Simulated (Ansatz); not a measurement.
## ZnAu: 5 runs along one coordinate

System: ZnAu (Amm2, 2 atoms in the cell).
Method: DFT PBE, scalar-relativistic, plane waves, PAW, no spin polarisation (Ansatz 0.2.0).

The 5 runs differ only in the geometry, by a shift of atoms along one path in a fixed cell. The shift s is measured from run 3: Au2 moves along the Cartesian direction (0.71, −0.71, 0.00). The structure derives from an entry of the Crystallography Open Database.

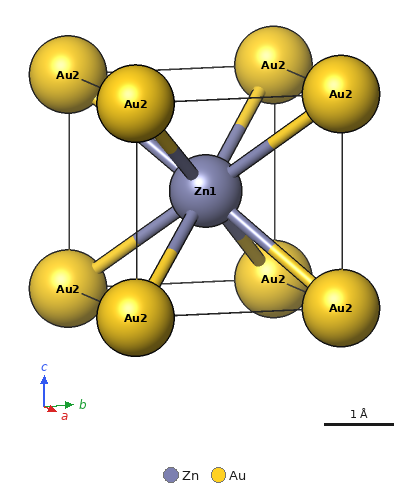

Figure 1. The structure of run 3 (ball-and-stick view of the cell of the calculation, seen slightly off an axis; atoms are numbered from 1 in the order of the input). An atom can appear more than once, as a periodic image.

**Input of run 3**
```yaml
crystal:
  lattice:
    - [3.147, 0.0, 0.0]
    - [0.0, 3.147, 0.0]
    - [0.0, 0.0, 3.147]
  atoms:
    - { symbol: Zn, position: [0.5, 0.5, 0.5] }
    - { symbol: Au, position: [0.0084259626, -0.0084259626, 0.0] }
basis:
  ecutwfc: 420
kpoints:
  mp_grid: { grid: [16, 16, 16] }
hamiltonian:
  xc: pbe
scf:
  occupations: { method: gaussian, width: 0.15 }
output:
  forces: true
  stress: true
  eigenvalues: true
```

Command:
```bash
ansatz run input.yaml --threads 1 --pin off --max-ram 2560MiB --backend cpu --events-out ev --progress --plain --runs-dir out
```

Run 4 differs from it as follows:
```diff
-    - { symbol: Au, position: [0.0084259626, -0.0084259626, 0.0] }
+    - { symbol: Au, position: [0.0252778878, -0.0252778878, 0.0] }
```

**Results, with one run withheld**

```csv
run,shift s of Au2 (Å),"free energy per atom, from the lowest run given (meV)",pressure (GPa),force along the path (eV/Å)
1,−0.3375,94.25,9.69,1.422
2,−0.1875,20.49,5.99,0.600
3,0.0000,0.00,4.89,−0.141
4,0.0750,?,?,?
5,0.1500,33.37,6.67,−0.776
```

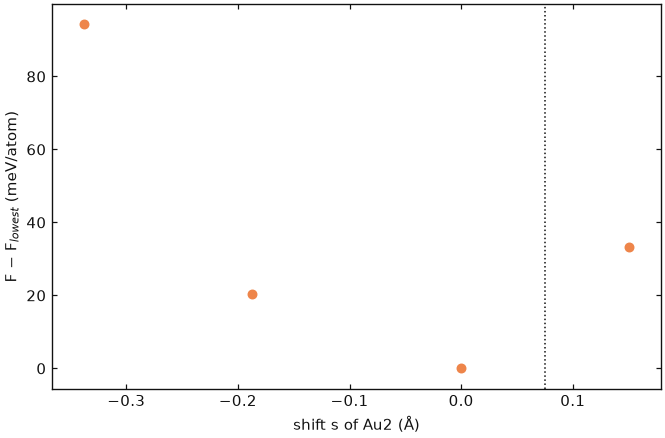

Figure 2. Free energy per atom of the runs given; the dotted line marks run 4.

What should run 4 give?

A quadratic polynomial in the coordinate, fitted to the 4 runs given, misses them by at most 1.27 meV per atom. With x = s + 0.0938, it reads F = 0.95167 − 122.98 x + 1058.1 x² (meV per atom). At run 4 it gives 10.34 meV per atom, and the run itself gives 10.77. The slope of the fit gives a force −dF/ds of −0.468 eV/Å along the path (summed over the atoms that move), and the printed forces give −0.438 eV/Å. The fit has its minimum at s = −0.0357 Å.

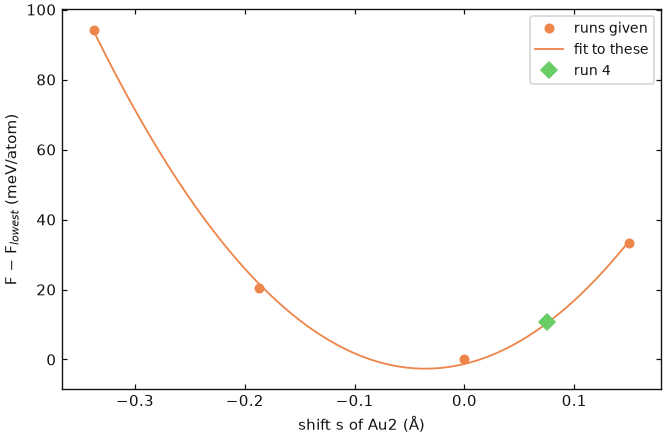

Figure 3. The fit and the withheld run.

**Output, shortened to warnings, some set-up lines, iterations and results (run 4)**
```
Basis set: ecut = 420 eV, 619 PW (Γ), exchange–correlation on 48×48×48 points (8 copies of the dense FFT grid, shifted against one another)
Symmetry: 4 space group operations
k-points: 657 of 4096 (time reversal used)
Initial density: superposition of atomic densities (neutral atoms: chi_scale 0, normalization atom), corrected by the library's trained network
[...]
SCF iter   1: F=—  HF=-16468.745000 eV  |F-HF|=—  |Δ(HF+E_count)|=         —  Δρ=1.83e-3  dr2=9.16e-4  ethr=1.77e-3  ⟨swp⟩=5.0  Hψ=54503  notcnv=0
SCF iter   2: F=—  HF=-16468.745959 eV  |F-HF|=—  |Δ(HF+E_count)|=   9.59e-4  Δρ=8.93e-4  dr2=1.48e-4  ethr=2.95e-6  ⟨swp⟩=2.2  Hψ=26521  notcnv=0
SCF iter   3: F=—  HF=-16468.746011 eV  |F-HF|=—  |Δ(HF+E_count)|=   5.19e-5  Δρ=2.13e-4  dr2=5.50e-6  ethr=4.77e-7  ⟨swp⟩=2.0  Hψ=16259  notcnv=0
SCF iter   4: F=—  HF=-16468.746012 eV  |F-HF|=—  |Δ(HF+E_count)|=   6.11e-7  Δρ=1.77e-4  dr2=5.81e-6  ethr=1.78e-8  ⟨swp⟩=2.0  Hψ=22878  notcnv=0
SCF iter   5: F=—  HF=-16468.746009 eV  |F-HF|=—  |Δ(HF+E_count)|=   2.74e-6  Δρ=3.40e-5  dr2=4.48e-7  ethr=1.78e-8  ⟨swp⟩=2.0  Hψ=20254  notcnv=0
SCF iter   6: F=-16468.746009 eV  HF=-16468.746009 eV  |F-HF|=1.07e-8  |Δ(HF+E_count)|=   1.05e-7  Δρ=6.03e-6  dr2=1.61e-8  ethr=3.23e-10  ⟨swp⟩=5.5  Hψ=54570  notcnv=0
SCF 1 converged in 6 iterations: F = -16468.746009 eV  dr2 = 1.61e-8
SCF converged after 6 iterations
Free energy (F): -16468.746009 eV
Harris-Foulkes:  -16468.746009 eV  (|F-HF|=1.07e-8)
Internal energy: -16468.740946 eV  (E = F + TS)
E sigma→0 (E₀):  -16468.743477 eV
Entropy (-TS):   -0.005063 eV (-2.531 meV/atom)
Fermi energy:    17.068418 eV
--- Per-component energies (eV) ---
  E_band       = -166.533727
  E_kinetic    = 736.602413
  E_local      = -3255.720995  (includes V_loc(G=0)·N_el)
  E_nonlocal   = 685.911790
  E_hartree    = 1376.100157
  E_xc         = -366.301741
  E_vxc        = -328.734940  (∫ρ·V_xc dr)
  E_paw        = -11533.412607  (= ΣΔE_a)
  E_vpaw       = -756.795809  (= ΣTr[D̂ρ^β])
  E_aug_tail   = 0.001041  (compensation charges beyond the density's cutoff)
  E_ewald      = -4111.921005
  E_smearing   = -0.005063  (= −TS)
  E_closure    = 0.000000  (closes the sum)
  Σ components = -16468.746009   (vs F -16468.746009, Δ=0.00e0)
--- Forces (eV/Å), atoms counted from 1 ---
  atom   1  Zn     0.30967323    -0.30967323     0.00000000
  atom   2  Au    -0.30961385     0.30961385     0.00000000
  max |Σ_I F_I| component: 5.94e-5 eV/Å
--- Stress (GPa, compression-positive) ---
        5.370283      -0.636334       0.000000
       -0.636334       5.370283       0.000000
        0.000000       0.000000       5.680024
  P = ⅓ Tr σ = 5.4735 GPa (54.735 kbar)
```

Notes: Spin–orbit coupling is left out, which matters for Au.
